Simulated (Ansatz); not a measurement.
Consider Al₈N (slab).

```
Al N
1.0
     2.85354    0.00000    0.00000
    -1.42677    2.47124    0.00000
     0.00000    0.00000   31.97493
Al N
8 1
Cartesian
  0.0000 1.6475 4.0001
  0.0000 0.0000 6.3454
  1.4268 0.8237 8.6908
  0.0000 0.0000 11.0361
  0.0000 1.6475 13.3630
  0.0000 0.0000 15.7208
  1.4268 0.8237 18.0789
  0.0000 0.0000 20.4748
  0.0000 1.6475 20.8924
```

A point of a scan over the structure, not its minimum; not relaxed (largest force 0.8 eV/Å); computed without spin polarisation; PAW files of the earlier set (soft_1).

These are results of Ansatz 0.2.0, DFT PBE, scalar-relativistic, plane waves, PAW, not measurements.

### What will maps of the valence pseudo-density and electron localisation function show?

Al–N (1.70 Å): the density is about 0.93 e/Å³ at the midpoint; the ELF peaks at about 0.90 in the valence shell of N, 0.7 Å from its nucleus, and is about 0.85 at the midpoint.

### Does the calculation give a band gap?

It is metallic or semimetallic at this level of theory: no gap opens.

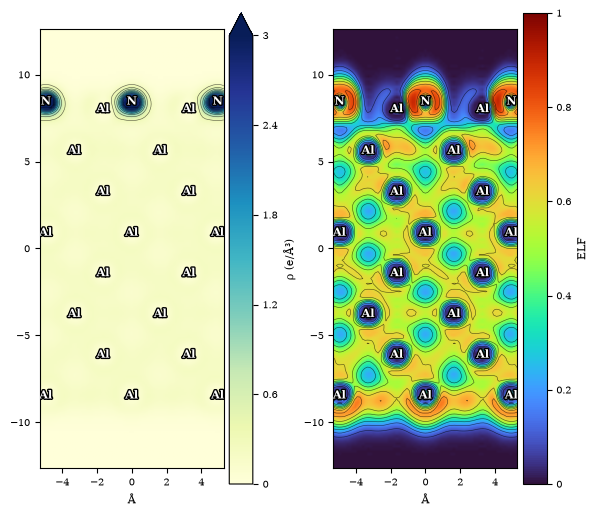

Computed valence pseudo-density and electron localisation function on the (110) plane of the calculation cell, a cut from vacuum to vacuum, in this order. 

The density is the valence pseudo-density of a PAW calculation; it isn't the true density close to the nuclei.
